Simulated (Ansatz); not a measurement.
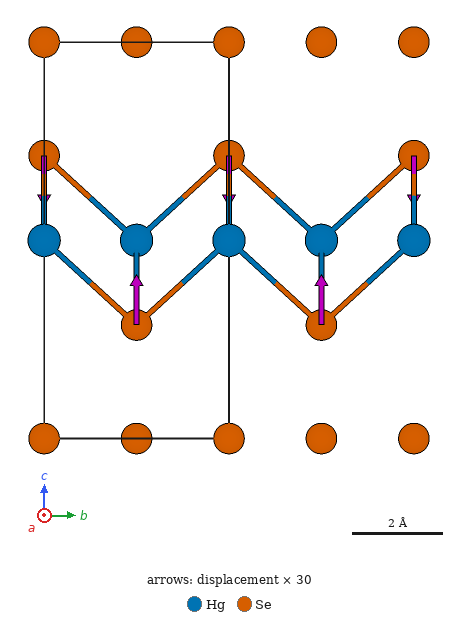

A relaxation of a crystal of HgSe₂ (a generated structure, set up in P4/nmm). The starting structure is drawn; purple arrows show the displacements (the part carried along by the change of the cell is left out), magnified 30 times.

The picture is a ball-and-stick view of the cell of the calculation, repeated 1 × 2 × 1 with one cell outlined, seen along the a axis.

The calculation used DFT PBE+D3(BJ), scalar-relativistic, plane waves, PAW (Ansatz).

The input:
```yaml
crystal:
  lattice:
    - [4.1219030836, 0.0, 0.0]
    - [0.0, 4.1219030836, 0.0]
    - [0.0, 0.0, 8.8375136641]
  atoms:
    - { symbol: Hg, position: [0.5, 0.5, 0.5] }
    - { symbol: Hg, position: [0.0, 0.0, 0.5] }
    - { symbol: Se, position: [0.0, 0.0, 0.0] }
    - { symbol: Se, position: [0.5, 0.5, 0.0] }
    - { symbol: Se, position: [0.5, 0.0, 0.7136822226] }
    - { symbol: Se, position: [0.0, 0.5, 0.2863177774] }
basis:
  ecutwfc: 420
kpoints:
  mp_grid: { grid: [10, 10, 4] }
hamiltonian:
  xc: pbe
  dispersion: d3bj
scf:
  occupations: { method: gaussian, width: 0.1 }
output:
  forces: true
  stress: true
  eigenvalues: true
relax:
  adjacent_minimum: "off"
  f_tol: 0.01
  max_steps: 80
  cell: { stress_tol: 0.05 }
```

Command:
```bash
ansatz run input.yaml --threads 1 --pin off --max-ram 2560MiB --backend cpu --events-out ev --progress --plain --runs-dir out
```

**Which element moves most?**

Selenium: up to 0.038 Å, against 0.000 Å for mercury.

**Describe the change and its energy.**

Over 4 accepted moves (5 points after the start) the energy falls by 5.7 meV per cell of the calculation. The largest force component goes from 0.028 to 0.0043 eV/Å. The pressure goes from −0.04 to −0.01 GPa. The SCF was repeated once at an unchanged geometry on a basis and grid sized afresh for the cell, which shifted the energy by 0.3 meV per cell of the calculation at most. The largest moves relative to the cell, 0.038 Å, are those of Se5 and Se6. Se6 goes along +c. Hg stays in place. The drawn cell changes as follows: a = b 4.122 → 4.101 Å (−0.5 %), c 8.838 → 9.024 Å (+2.1 %); the volume changes by +1.1 %. Near-neighbour distances that change, for instance: Hg1–Se5 2.795 → 2.789 Å. The space group stays P4/nmm (No. 129).
